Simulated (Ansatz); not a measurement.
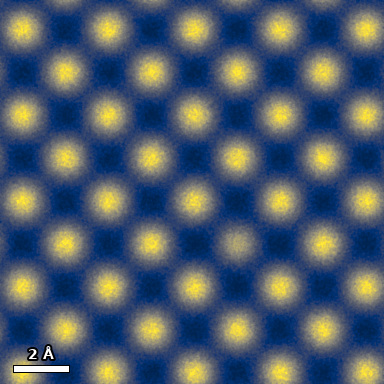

HAADF-like image of Co (I4_1/amd, No. 141) along [001]. Simulation: incoherent imaging, intensity Z^1.7 per atom, probe width 1.21 Å, thin sample. The probe carries 15 % of its weight in a tail 2.5 times as wide. Shot noise was added.

The sample is 4 repeats (9.4 Å) thick. One point defect was put into the perfect crystal, without relaxing the atoms around it. Brightness is counted from the darkest point of the image. Host structure: coordinates from a relaxation with Ansatz 0.2.0, DFT PBEsol, scalar-relativistic, plane waves, PAW; the starting structure was generated, so it need not be a known form of this composition.

> Where is the defect (in Å from the left and the top edge), and what does its contrast suggest?

At about 9 Å from the left and 9 Å from the top. The column is dimmer, which points to a vacancy or a lighter atom. The column holds 4 atoms (Co) through the sample, and one Co atom is missing, so its peak drops to about 75 % of that of its equals.
